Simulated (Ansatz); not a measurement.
# Ir: pressure against volume, part 2 of 2

Aim: scale the cell of Ir up and down at fixed shape and fractional positions, and get the equilibrium volume and bulk modulus with LAPW, PAW and all-electron datasets made for the crystal.

Ansatz 0.2.0; DFT PBE; a Materials Project cell. «Crystal datasets» are all-electron PAW datasets made for this crystal.

## Step 7: Volume × 1.03, LAPW

Input file input.yaml:

```yaml
crystal:
  lattice:
    - [0.0, 1.9460447666, 1.9460447666]
    - [1.9460447666, 0.0, 1.9460447666]
    - [1.9460447666, 1.9460447666, 0.0]
  atoms:
    - { symbol: Ir, position: [0.0, 0.0, 0.0] }
kpoints:
  mp_grid: { grid: [18, 18, 18] }
scf:
  occupations: { method: fermi_dirac, width: 0.03 }
hamiltonian:
  xc: pbe
  pseudopotentials: { kind: all_electron, lapw: { basis_error: 0.0005 } }
output:
  forces: true
  stress: true
  eigenvalues: true
```

Log, shortened:

```text
LAPW: plane waves up to 8.792 Å⁻¹, error target 5.0e-4 eV per atom; small_component_spin mean_spin; Ir in spheres of 1.376 Å, 41 of its electrons in bands, Dirac shells []
[...]
Pseudopotentials: kind: all_electron
Pseudopotential: Ir, LAPW, valence charge 41, Koelling and Harmon's equation, gaussian nucleus
Functional definition: PBE
[...]
Crystal: 1 atoms, lattice volume = 14.740 Å³
Basis set: ecut = 294.5406788380074 eV, 169 PW (Γ), exchange–correlation at level 2
Bands: 25, of which v1, the nominal top of the filled ones, is band 21 counted from 1 (20 counted from 0)
Symmetry: 48 space group operations
Space group: Fm-3m (ITA 225), of the structure as read, at distance tolerance 2.5e-5 Å
k-points: 195 of 5832
[...]
SCF iter   1: F=—  HF=-485026.046192 eV  |F-HF|=—  |Δ(HF+E_count)|=         —  Δρ=1.66e-2  dr2=1.64e-2  ethr=3.96e-5  ⟨swp⟩=3.3  Hψ=31766  notcnv=0
[...]
the basis was enlarged: its passes take 1.1 MiB over the memory plan, 1 of 1 planned eigensolver slots
[...]
SCF iter   8: F=-485025.978470 eV  HF=-485025.978470 eV  |F-HF|=5.24e-10  |Δ(HF+E_count)|=   1.16e-8  Δρ=1.08e-5  dr2=1.47e-8  ethr=5.98e-10  ⟨swp⟩=2.0  Hψ=14150  notcnv=0
[...]
SCF converged after 8 iterations
Free energy (F): -485025.978470 eV
[...]
E sigma→0 (E₀):  -485025.976834 eV
Entropy (-TS):   -0.003272 eV (-3.272 meV/atom)
Fermi energy:    30.481479 eV
[...]
--- Forces (eV/Å), atoms counted from 1 ---
  atom   1  Ir    -0.00000000    -0.00000000    -0.00000000
[...]
--- Stress (GPa, compression-positive) ---
       -5.614906       0.000000      -0.000000
        0.000000      -5.614906       0.000000
       -0.000000       0.000000      -5.614906
  P = ⅓ Tr σ = -5.6149 GPa (-56.149 kbar)
--- Band table (eV; the first three rows and the last of 195) ---
[... band rows left out ...]
[...]
```

Run time: 21 s. Hardware: 1 thread, shared host.

Result: pressure -5.61 GPa; no gap.

## Step 8: Volume × 1.03, PAW

Changes to input.yaml since step 7:

```diff
@@ -13,3 +13,3 @@
   xc: pbe
-  pseudopotentials: { kind: all_electron, lapw: { basis_error: 0.0005 } }
+  pseudopotentials: { kind: paw }
 output:
@@ -18 +18,2 @@
   eigenvalues: true
+  efg: { contact_densities: true }
```

Log, shortened:

```text
Ir: output.efg is read without spin–orbit coupling, which moves field gradients at and beside such atoms by some per cent and up to a factor of two; PAW files take it under magnetization.noncollinear and magnetization.spin_orbit
[...]
Pseudopotentials: kind: paw
Pseudopotential: Ir, paw, valence charge 17, recommended cutoff 420 eV (normal)
Functional definition: PBE
[...]
Crystal: 1 atoms, lattice volume = 14.740 Å³
Basis set: ecut = 420 eV, 283 PW (Γ), exchange–correlation on 40×40×40 points (8 copies of the dense FFT grid, shifted against one another)
Bands: 13, of which v1, the nominal top of the filled ones, is band 9 counted from 1 (8 counted from 0)
Symmetry: 48 space group operations
Space group: Fm-3m (ITA 225), of the structure as read, at distance tolerance 2.5e-5 Å
k-points: 195 of 5832
[...]
SCF converged after 6 iterations
Free energy (F): -11935.307996 eV
[...]
E sigma→0 (E₀):  -11935.306361 eV
Entropy (-TS):   -0.003271 eV (-3.271 meV/atom)
Fermi energy:    24.555896 eV
[...]
--- Forces (eV/Å), atoms counted from 1 ---
  atom   1  Ir    -0.00000000     0.00000000    -0.00000000
[...]
--- Stress (GPa, compression-positive) ---
       -5.569173      -0.000000      -0.000000
        0.000000      -5.569173      -0.000000
        0.000000      -0.000000      -5.569173
  P = ⅓ Tr σ = -5.5692 GPa (-55.692 kbar)
--- PAW observables at the nuclei: V_zz in 10²¹ V/m², potentials from the cell's mean, atoms counted from 1 ---
  atom   1  Ir V_zz =    -0.000000   η = 0.0000   by run symmetry: forbidden
            electrostatic potential = -15796.770519 V   contact ρ = 11166103.759044 e/Å³
--- Band table (eV; the first three rows and the last of 195) ---
  k-point 0: bands = ["-68.2325", "-24.7540", "-24.7540", "-24.7540", "13.8286", "20.8703", "20.8703", "20.8703", "23.3947", "23.3947", "38.2383", "43.5236", "43.5236"]
[...]
```

It took 2.8 s on 1 thread, shared host.

Read from it: pressure -5.57 GPa; no gap.

## Step 9: Volume × 1.06, LAPW

Input file input.yaml:

```yaml
crystal:
  lattice:
    - [0.0, 1.9647578834, 1.9647578834]
    - [1.9647578834, 0.0, 1.9647578834]
    - [1.9647578834, 1.9647578834, 0.0]
  atoms:
    - { symbol: Ir, position: [0.0, 0.0, 0.0] }
kpoints:
  mp_grid: { grid: [18, 18, 18] }
scf:
  occupations: { method: fermi_dirac, width: 0.03 }
hamiltonian:
  xc: pbe
  pseudopotentials: { kind: all_electron, lapw: { basis_error: 0.0005 } }
output:
  forces: true
  stress: true
  eigenvalues: true
```

Log, shortened:

```text
LAPW: plane waves up to 8.691 Å⁻¹, error target 5.0e-4 eV per atom; small_component_spin mean_spin; Ir in spheres of 1.389 Å, 41 of its electrons in bands, Dirac shells []
[...]
Pseudopotentials: kind: all_electron
Pseudopotential: Ir, LAPW, valence charge 41, Koelling and Harmon's equation, gaussian nucleus
Functional definition: PBE
[...]
Crystal: 1 atoms, lattice volume = 15.169 Å³
Basis set: ecut = 287.7749767343322 eV, 169 PW (Γ), exchange–correlation at level 2
Bands: 25, of which v1, the nominal top of the filled ones, is band 21 counted from 1 (20 counted from 0)
Symmetry: 48 space group operations
Space group: Fm-3m (ITA 225), of the structure as read, at distance tolerance 2.5e-5 Å
k-points: 195 of 5832
[...]
SCF iter   1: F=—  HF=-485026.018939 eV  |F-HF|=—  |Δ(HF+E_count)|=         —  Δρ=1.61e-2  dr2=1.65e-2  ethr=3.98e-5  ⟨swp⟩=3.3  Hψ=31703  notcnv=0
[...]
the basis was enlarged: its passes take 1.1 MiB over the memory plan, 1 of 1 planned eigensolver slots
[...]
SCF iter   8: F=-485025.951697 eV  HF=-485025.951697 eV  |F-HF|=7.57e-10  |Δ(HF+E_count)|=   9.72e-9  Δρ=1.08e-5  dr2=1.62e-8  ethr=6.82e-10  ⟨swp⟩=2.0  Hψ=14162  notcnv=0
[...]
SCF converged after 8 iterations
Free energy (F): -485025.951697 eV
[...]
E sigma→0 (E₀):  -485025.949966 eV
Entropy (-TS):   -0.003461 eV (-3.461 meV/atom)
Fermi energy:    29.428374 eV
[...]
--- Forces (eV/Å), atoms counted from 1 ---
  atom   1  Ir    -0.00000000    -0.00000000    -0.00000000
[...]
--- Stress (GPa, compression-positive) ---
      -14.105644       0.000000       0.000000
        0.000000     -14.105644       0.000000
        0.000000       0.000000     -14.105644
  P = ⅓ Tr σ = -14.1056 GPa (-141.056 kbar)
--- Band table (eV; the first three rows and the last of 195) ---
[... band rows left out ...]
[...]
```

Run time: 21 s. Hardware: 1 thread, shared host.

In short: pressure -14.11 GPa; no gap.

## Step 10: Volume × 1.06, PAW

Changes to input.yaml since step 9:

```diff
@@ -13,3 +13,3 @@
   xc: pbe
-  pseudopotentials: { kind: all_electron, lapw: { basis_error: 0.0005 } }
+  pseudopotentials: { kind: paw }
 output:
@@ -18 +18,2 @@
   eigenvalues: true
+  efg: { contact_densities: true }
```

Log, shortened:

```text
Ir: output.efg is read without spin–orbit coupling, which moves field gradients at and beside such atoms by some per cent and up to a factor of two; PAW files take it under magnetization.noncollinear and magnetization.spin_orbit
[...]
Pseudopotentials: kind: paw
Pseudopotential: Ir, paw, valence charge 17, recommended cutoff 420 eV (normal)
Functional definition: PBE
[...]
Crystal: 1 atoms, lattice volume = 15.169 Å³
Basis set: ecut = 420 eV, 307 PW (Γ), exchange–correlation on 40×40×40 points (8 copies of the dense FFT grid, shifted against one another)
Bands: 13, of which v1, the nominal top of the filled ones, is band 9 counted from 1 (8 counted from 0)
Symmetry: 48 space group operations
Space group: Fm-3m (ITA 225), of the structure as read, at distance tolerance 2.5e-5 Å
k-points: 195 of 5832
[...]
SCF converged after 6 iterations
Free energy (F): -11935.281333 eV
[...]
E sigma→0 (E₀):  -11935.279603 eV
Entropy (-TS):   -0.003461 eV (-3.461 meV/atom)
Fermi energy:    23.670238 eV
[...]
--- Forces (eV/Å), atoms counted from 1 ---
  atom   1  Ir    -0.00000000    -0.00000000     0.00000000
[...]
--- Stress (GPa, compression-positive) ---
      -14.072131       0.000000      -0.000000
        0.000000     -14.072131       0.000000
        0.000000       0.000000     -14.072131
  P = ⅓ Tr σ = -14.0721 GPa (-140.721 kbar)
--- PAW observables at the nuclei: V_zz in 10²¹ V/m², potentials from the cell's mean, atoms counted from 1 ---
  atom   1  Ir V_zz =    -0.000000   η = 0.0000   by run symmetry: forbidden
            electrostatic potential = -15795.737357 V   contact ρ = 11166091.521530 e/Å³
--- Band table (eV; the first three rows and the last of 195) ---
  k-point 0: bands = ["-69.0356", "-25.5808", "-25.5808", "-25.5808", "13.2419", "20.1458", "20.1458", "20.1458", "22.5569", "22.5569", "37.4253", "42.5538", "42.5538"]
[...]
```

Run time: 2.8 s. Hardware: 1 thread, shared host.

In short: pressure -14.07 GPa; no gap.

## Step 11: Volume × 1.06, crystal datasets

Changes to input.yaml since step 10:

```diff
@@ -13,3 +13,3 @@
   xc: pbe
-  pseudopotentials: { kind: paw }
+  pseudopotentials: { kind: all_electron, datasets: crystal }
 output:
```

Log, shortened:

```text
[...]
Ir: output.efg is read without spin–orbit coupling, which moves field gradients at and beside such atoms by some per cent and up to a factor of two; PAW files take it under magnetization.noncollinear and magnetization.spin_orbit
[...]
Pseudopotentials: kind: all_electron
Pseudopotential: Ir, paw, valence charge 17, recommended cutoff 260 eV (normal), Koelling and Harmon's equation, gaussian nucleus
Functional definition: PBE
[...]
Crystal: 1 atoms, lattice volume = 15.169 Å³
Basis set: ecut = 260 eV, 137 PW (Γ), exchange–correlation on 30×30×30 points (8 copies of the dense FFT grid, shifted against one another)
Bands: 13, of which v1, the nominal top of the filled ones, is band 9 counted from 1 (8 counted from 0)
Symmetry: 48 space group operations
Space group: Fm-3m (ITA 225), of the structure as read, at distance tolerance 2.5e-5 Å
k-points: 195 of 5832
[...]
In the spheres:  the bands' charges fall short by 5.5e-7 e at most (sound up to 1e-3)
Fermi energy:    29.428313 eV
[...]
  The terms above E_closure are by the made datasets' own strengths, without shells solved beside the bands.
--- Forces (eV/Å), atoms counted from 1 ---
  atom   1  Ir     0.00000000     0.00000000    -0.00000000
[...]
--- Stress (GPa, compression-positive) ---
      -14.105867      -0.000000       0.000000
       -0.000000     -14.105867      -0.000000
        0.000000      -0.000000     -14.105867
  P = ⅓ Tr σ = -14.1059 GPa (-141.059 kbar)
--- PAW observables at the nuclei: V_zz in 10²¹ V/m², potentials from the cell's mean, atoms counted from 1 ---
  atom   1  Ir V_zz =    -0.000000   η = 0.0000   by run symmetry: forbidden
            electrostatic potential = -15795.724489 V   contact ρ = 11159908.472701 e/Å³
--- Band table (eV; the first three rows and the last of 195) ---
  k-point 0: bands = ["-63.2846", "-19.8250", "-19.8250", "-19.8250", "19.0037", "25.9062", "25.9062", "25.9062", "28.3156", "28.3156", "43.1774"]
[...]
```

Wall time 9.2 s (1 thread, shared host).

Result: pressure -14.11 GPa; no gap.

## Step 12: The equation of state

The rows at scale 1 come from earlier runs of the unscaled cell with the same settings.

| method | volume (Å³/atom) | F above the lowest (meV/atom) | pressure (GPa) |
| --- | --- | --- | --- |
| LAPW | 13.459 | 90.5 | 31.07 |
| LAPW | 13.881 | 28.1 | 16.76 |
| LAPW | 14.310 | 0.0 | 4.57 |
| LAPW | 14.740 | 1.8 | -5.61 |
| LAPW | 15.169 | 28.6 | -14.11 |
| PAW | 13.459 | 91.0 | 31.18 |
| PAW | 13.881 | 28.3 | 16.84 |
| PAW | 14.310 | 0.0 | 4.63 |
| PAW | 14.740 | 1.7 | -5.57 |
| PAW | 15.169 | 28.3 | -14.07 |
| crystal datasets | 13.459 | – | 31.07 |
| crystal datasets | 14.310 | – | 4.57 |
| crystal datasets | 15.169 | – | -14.11 |

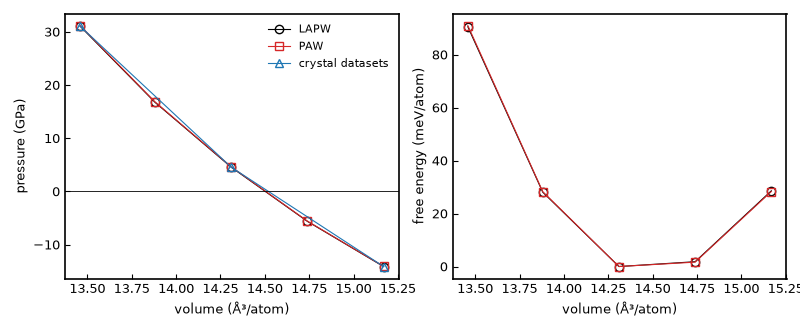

Pressure and free energy (from each method's lowest point) against volume.

## Step 13: Outcome

This closing draws on all 2 parts.

| quantity | value |
| --- | --- |
| equilibrium volume (LAPW) | 14.494 Å³/atom |
| bulk modulus (LAPW) | 348 GPa |
| its pressure derivative (LAPW) | 5.1 |
| equilibrium volume (PAW) | 14.496 Å³/atom |
| bulk modulus (PAW) | 348 GPa |
| its pressure derivative (PAW) | 5.1 |

In words: A third-order Birch-Murnaghan fit to the LAPW pressures puts zero pressure at 14.49 Å³/atom, +1.3 % from the given cell, with a bulk modulus of 348 GPa. A measured bulk modulus of Ir is 339 GPa (powder; “Phase stability and electronic structure of iridium metal at the megabar range”, 2019, pmc:6586894); the calculated 348 GPa misses it by +2.6 %. The calculation is for a static lattice at 0 K; heat and zero-point motion mostly soften a crystal. PAW's volume lies +0.02 % and its modulus less than 0.1 % from LAPW's. No thermal or zero-point expansion is included. Spin-orbit coupling is left out, though the cell holds Ir; in elements this heavy it can shift bands and gaps by tenths of an eV.
